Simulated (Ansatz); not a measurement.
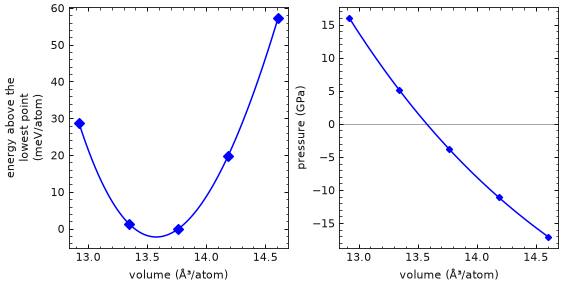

Calculation (Ansatz 0.2.0 development build): equation of state of a cubic crystal from periodic Kohn-Sham density functional theory without spin, third-order Birch-Murnaghan fit to the free energies; pressure corrected for the finite basis. Level: HSE06.

| setting | value |
| --- | --- |
| structure type | fcc |
| atoms in cell | 1 |
| space group number | 225 |
| lattice centring | face-centred primitive |
| k mesh | 6×6×6 |
| occupation method | Fermi–Dirac |
| occupation width | 0.1 eV |
| wave cutoff | 420 eV |
| datasets | soft-1 PAW |
| density tolerance | 0 eV |
| bands | 13 |
| density cutoff ratio | 4 |
| search for lower states | default |
| exchange singularity | regularized |

Caption: Energy above the lowest point and pressure against volume for Rh, space group Fm-3m (No. 225) (one of a set of cubic test structures, which need not be the stable phase).

A third-order Birch–Murnaghan fit gives V0 = 13.58 Å³/atom, B0 = 284 GPa and B′ = 5.3. The energy above the lowest point is 28.7 meV/atom at volume 12.92 Å³/atom and 57.2 meV/atom at 14.61 Å³/atom; the lowest computed point is at volume 13.76 Å³/atom (0.0 meV/atom), and no other minimum shows. The pressure falls from 15.9 GPa at volume 12.92 Å³/atom to −17.1 GPa at 14.61 Å³/atom, and changes sign near 13.59 Å³/atom.

Keep in mind: coarse k-mesh, values are not converged in k.
